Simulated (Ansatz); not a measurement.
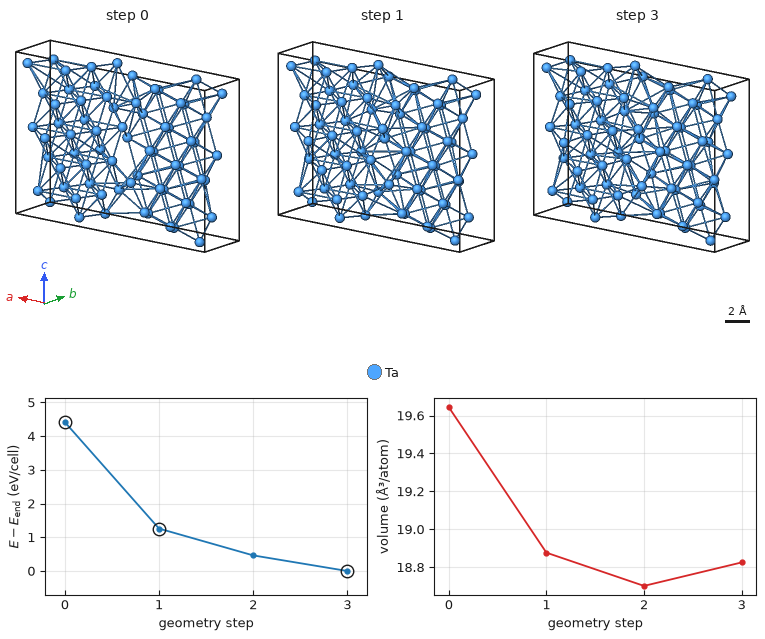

Frames of a relaxation of an interface cell of composition Ta, marked on the history of the run. The picture is a ball-and-stick view of the conventional cell (2 times the calculation's cell) (origin shifted), seen from a free direction. Lengths and directions refer to the drawn axes.

Case: symmetric tilt boundary Sigma 9 (2 2 1), mirror on the next plane, shift [0.5, 0].

The calculation used DFT PBE, scalar-relativistic, plane waves, PAW in Ansatz 0.2.0. Set-up: plane-wave cutoff 420 eV; k-point mesh 8 × 8 × 2; occupations gaussian; smearing width 0.1 eV; no spin polarisation; cell relaxed at fixed a, b, alpha, beta, gamma; force threshold 0.02 eV/Å; at most 60 steps.

Question: What happens along the run?

Answer: The run was cut off at its time limit before the relaxation converged, so the last structure is only a point on the way. The energy falls by 4.417 eV per cell of the calculation in 3 geometry steps. Largest force component: 3.3 eV/Å at the start, 0.6 eV/Å at the end. The pressure goes from −1.70 to 1.39 GPa. The largest moves relative to the cell, 0.45 Å, are those of Ta atoms. The drawn cell changes as follows: a 20.213 → 19.371 Å (−4.2 %), b unchanged at 4.693 Å, c unchanged at 14.080 Å; the volume changes by −4.2 %. Among the contacts that change: Ta–Ta 3.492 → 2.822 Å, Ta–Ta 4.195 → 3.551 Å, Ta–Ta 4.181 → 3.577 Å, Ta–Ta 4.324 → 3.785 Å. New bonds form: Ta–Ta (3.49 → 2.82 Å). The run took 13 min on 4 threads of Intel(R) Xeon(R) 6975P-C (Granite Rapids), with other jobs on the host, peak memory 6.6 GiB. From step 0 to 1: Ta atoms move most (0.19 Å), volume −3.9 %, energy −3.158 eV per cell of the calculation. From step 1 to 3: Ta atoms move most (0.32 Å), volume −0.3 %, energy −1.259 eV per cell of the calculation.

```csv
step,"E − E(0), meV/atom","largest force component, eV/Å","pressure, GPa","volume, Å³/atom"
0,0.00,3.2904,-1.70,19.644
1,-92.87,1.4746,2.44,18.877
2,-116.29,1.1618,2.63,18.702
3,-129.91,0.6022,1.39,18.825
```
